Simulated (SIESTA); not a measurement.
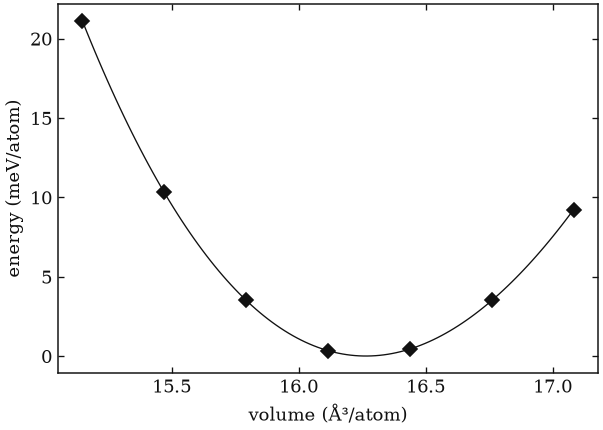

The picture above shows the energy against volume.

How it was computed, with SIESTA 5.4.2: DFT in numerical atomic orbitals with pseudopotentials, no spin polarisation; energies at scaled volumes of the given cell, shape and fractions fixed, counted from the fit's minimum, third-order Birch-Murnaghan fit. Level: LDA.

**For which of these solids was it computed?**
A. BN, P1 (No. 1)
B. Al, Im-3m (No. 229)
C. BaTiO₃, P4mm (No. 99)

B, Al: energy from 0.34 meV/atom to 21.09 meV/atom, V0 16.27 Å³/atom, B0 78.2 GPa. The others give: BaTiO₃, energy from 0.23 meV/atom to 60.73 meV/atom, V0 12.41 Å³/atom, B0 194 GPa; BN, energy from 0.00 meV/atom to 28.48 meV/atom, V0 8.253 Å³/atom, B0 275 GPa.

For Al, limits of the calculation: mulliken charges of long orbitals.

For BN, limits of the calculation: mulliken charges of long orbitals; shape and atomic fractions are frozen while scaling, which makes layered, chain and framework solids too stiff.

For BaTiO₃, limits of the calculation: mulliken charges of long orbitals; shape and atomic fractions are frozen while scaling, which makes layered, chain and framework solids too stiff.
